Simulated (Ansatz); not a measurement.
**Cs4Sn2I11 (cell with a defect): density, localisation and related maps**

Input file:

```
crystal:
  lattice:
    - [0.0, -5.6412851464, 5.6412851464]
    - [0.0, 5.6412851464, 5.6412851464]
    - [-11.2825702928, 0.0, 0.0]
  atoms:
    - { symbol: Cs, position: [0.0, 0.5, 0.75] }
    - { symbol: Cs, position: [0.5, 0.0, 0.25] }
    - { symbol: Cs, position: [0.0, 0.5, 0.25] }
    - { symbol: Cs, position: [0.5, 0.0, 0.75] }
    - { symbol: Sn, position: [0.0, 0.0, 0.0] }
    - { symbol: Sn, position: [0.5, 0.5, 0.5] }
    - { symbol: I, position: [0.5, 0.5, 0.7524154381] }
    - { symbol: I, position: [0.7524154381, 0.2475845619, 0.5] }
    - { symbol: I, position: [0.2524154381, 0.7475845619, 1.0] }
    - { symbol: I, position: [0.2475845619, 0.7524154381, 0.5] }
    - { symbol: I, position: [0.7475845619, 0.2524154381, 0.0] }
    - { symbol: I, position: [0.0, 0.0, 0.7475845619] }
    - { symbol: I, position: [0.5, 0.5, 0.2475845619] }
    - { symbol: I, position: [0.2475845619, 0.2475845619, 0.5] }
    - { symbol: I, position: [0.7475845619, 0.7475845619, 0.0] }
    - { symbol: I, position: [0.7524154381, 0.7524154381, 0.5] }
    - { symbol: I, position: [0.2524154381, 0.2524154381, 0.0] }
basis:
  ecutwfc: 420
  xc_grid: 2
kpoints:
  mp_grid: { grid: [3, 3, 3], shift: [0.0, 0.0, 0.0] }
hamiltonian:
  xc: lda
scf:
  occupations: { method: gaussian, width: 0.1 }
output:
  forces: true
  stress: false
  eigenvalues: true
  write_density: true
  write_potential: true
  elf: true
  volumetric_format: npy
relax:
  adjacent_minimum: "off"
  f_tol: 0.025
  max_steps: 45
```

Launched as:

```sh
ansatz run input.yaml --threads 4 --pin off --max-ram 8192MiB --backend cpu --events-out ev --progress --plain --runs-dir out
```

The fields are those of the relaxed geometry.

Computed without spin polarisation.

Level of theory: Ansatz 0.2.0, DFT LDA, scalar-relativistic, plane waves, PAW.

The density is the valence pseudo-density of a PAW calculation; it isn't the true density close to the nuclei.

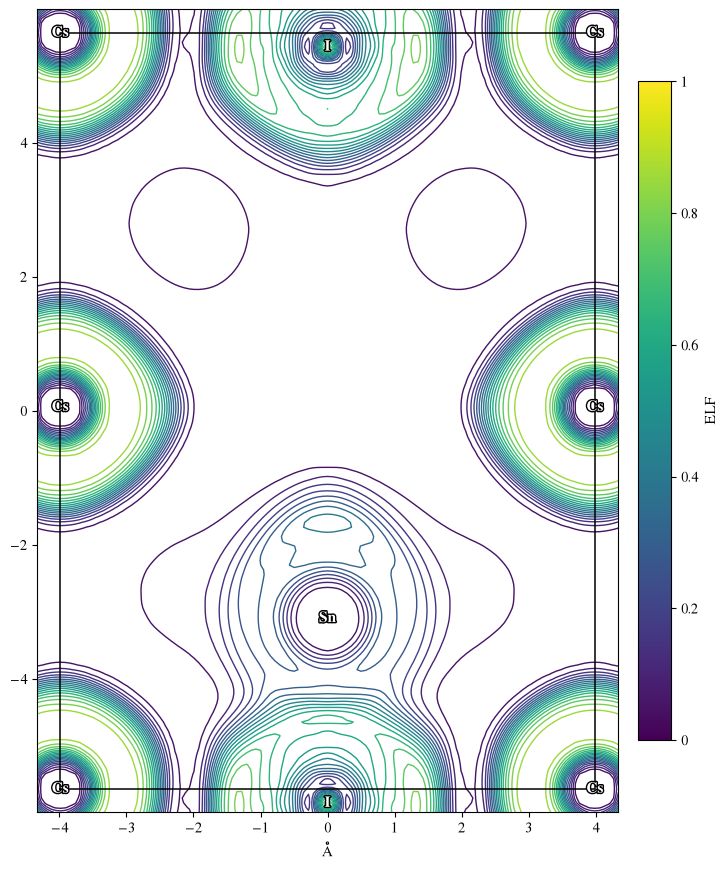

Figure 1. Electron localisation function on the (100) plane of the calculation cell.

> What does the map show?

- Atoms in the plane: Cs, Sn and I.
- Sn–I (2.76 Å): the ELF peaks at about 0.65 in the valence shell of I, 1.2 Å from its nucleus, and is about 0.60 at the midpoint.
- Cs–I (3.99 Å): the ELF peaks at about 0.80 in the valence shell of I, 1.3 Å from its nucleus, and drops to about 0.05 between the two atoms: no shared electron pair shows on this line.
- The features right at Cs lie inside the PAW spheres, where the map follows smoothed inner orbitals and isn't to be read closely.

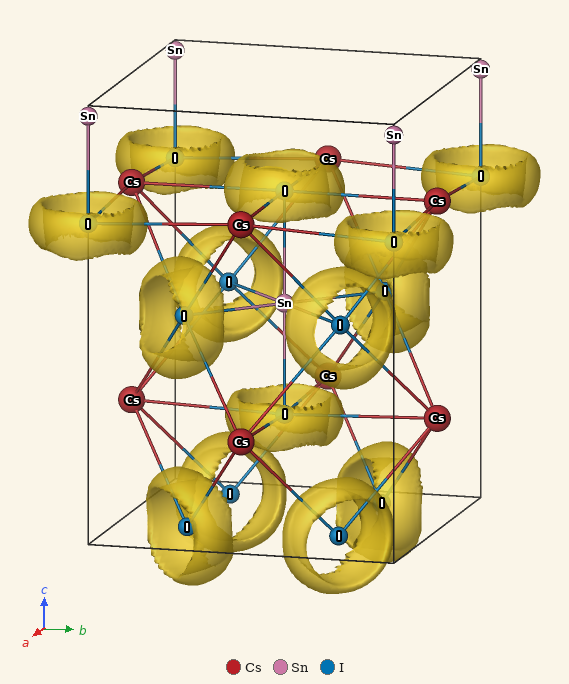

Figure 2. Isosurface of the electron localisation function at 0.75 (yellow), seen slightly off an axis. Core shells and regions of very low density are left out. Sticks mark near contacts.

> Where are the electrons localised?

At this value the surface marks out eleven regions wrapped around I (the valence shell of each), counted in one cell of 17 atoms. Any copies at cell faces, edges or corners count once. Profiles from the grid: Cs–I (3.91 Å): the ELF peaks at about 0.80 in the valence shell of I, 1.3 Å from its nucleus, and drops to about 0.05 between the two atoms; no localised pair shows between them.

> Metal or insulator at this level of theory?

It is metallic or semimetallic at this level of theory: no gap opens.
